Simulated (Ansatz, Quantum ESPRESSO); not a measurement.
# 2H-WSe2, 2 layers, AA' stacking against a metal electrode: the electrode's level over the Fermi level at a withheld member of a series

How the rows were computed: Quantum ESPRESSO 7.5, PBE, GBRV ultrasoft. The slab is relaxed neutral under PBE-D3(BJ), then held. ESM with bc3: vacuum below and a metal electrode about 6 Å above the top atoms. Fermi-Dirac smearing of 0.004 Ry and a dense mesh. Charges are set per cell from the starting area. The series steps the charge of the slab (positive: electrons removed).

| charge of the slab | electrode's level over the Fermi level (eV) |
| --- | --- |
| 1 ×10¹³ e/cm² | 5.904 |
| 2 ×10¹³ e/cm² | 6.951 |
| 3 ×10¹³ e/cm² | 7.981 |
| 4.5 ×10¹³ e/cm² | 9.515 |
| 6 ×10¹³ e/cm² | 11.044 |
| 8 ×10¹³ e/cm² | 13.086 |

**Question.** What is the electrode's level over the Fermi level at 7 ×10¹³ e/cm²?

**Worked estimate.** The rows at 6 ×10¹³ e/cm² and 8 ×10¹³ e/cm² give a slope of (13.086 − (11.044))/(8 − (6)) = 1.021, so a straight line gives 12.065 eV. A parabola through these and the row at 4.5 ×10¹³ e/cm² gives 12.065 eV.

What the calculation gave: 12.065 eV. The line misses by 0.000 and the parabola by 0.000 eV. Both misses are under 5 % of the step from the nearer row.

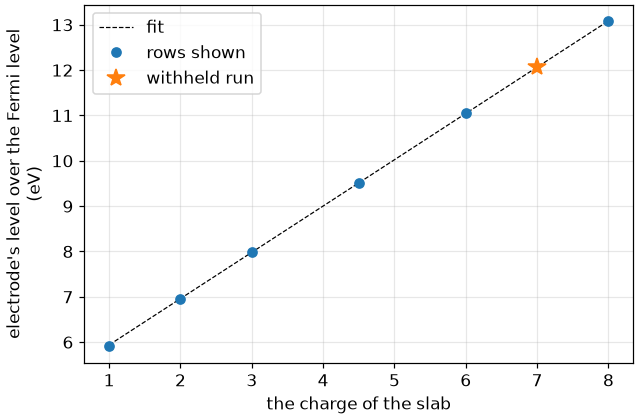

The rows shown, the fit and the withheld run.

**Limits.** Vacuum fills the gap; ions don't answer the charge; added electrons can spill towards the electrode at the most negative charges. Charges count on the starting cell, which the relaxation changed by some per cent. Members without a usable value, or on the other side of zero field or charge, are not listed.
